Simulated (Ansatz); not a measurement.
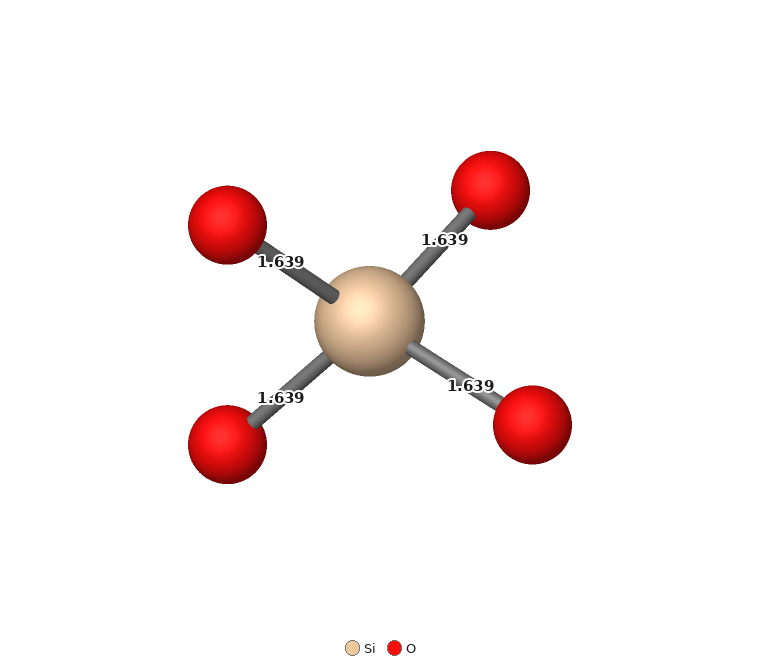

The surroundings of site Si1 (at 0.500, 0.000, 0.250) in ZrSiO$_{4}$ in space group I4_1/amd, with bond lengths in Å.

Source of the atomic positions: the geometry relaxed with DFT, PAW plane waves, pbe (Ansatz 0.2.0).

```
CELL_PARAMETERS angstrom
6.67108 0.00000 0.00000
0.00000 6.67108 0.00000
0.00000 0.00000 6.03911
ATOMIC_POSITIONS crystal
Zr 0.00000 0.50000 0.25000
Zr 0.50000 0.50000 0.50000
Si 0.50000 0.00000 0.25000
Si 0.00000 0.00000 0.50000
O 0.00000 0.81618 0.31982
O 0.68382 0.00000 0.06982
O 0.00000 0.18382 0.31982
O 0.31618 0.00000 0.06982
O 0.50000 0.18382 0.43018
O 0.18382 0.00000 0.68018
O 0.50000 0.81618 0.43018
O 0.81618 0.00000 0.68018
Zr 0.50000 0.00000 0.75000
Zr 0.00000 0.00000 0.00000
Si 0.00000 0.50000 0.75000
Si 0.50000 0.50000 0.00000
O 0.50000 0.31618 0.81982
O 0.18382 0.50000 0.56982
O 0.50000 0.68382 0.81982
O 0.81618 0.50000 0.56982
O 0.00000 0.68382 0.93018
O 0.68382 0.50000 0.18018
O 0.00000 0.31618 0.93018
O 0.31618 0.50000 0.18018
```

Bond valence s = exp((R0 − d)/b), R0 fitted to published crystal structures with b = 0.37 Å; R0 in Å: Si4+–O 1.620.

**Calculate the bond-valence sum of Si1 from the bonds drawn.**

4 × 0.950 = 3.80 v.u., against a formal valence of 4: underbonded (bonds long for this ion) by 0.20.

Further R0 (Å): Zr4+–O 1.933.

**And over the whole structure?**

```json
{"site": "Zr1", "x, y, z": "0.000, 0.500, 0.250", "formal valence": "+4", "bond-valence sum": "3.80", "difference": "-0.20"}
{"site": "Si1", "x, y, z": "0.500, 0.000, 0.250", "formal valence": "+4", "bond-valence sum": "3.88", "difference": "-0.12"}
{"site": "O1", "x, y, z": "0.000, 0.816, 0.320", "formal valence": "−2", "bond-valence sum": "1.92", "difference": "-0.08"}
```

These sums include all anions within 5 Å. The global instability index (root mean square of the differences over all atoms) is 0.12 v.u.: moderate strain, common in real structures. Cells relaxed with PBE tend to have slightly long bonds, which lowers the sums.
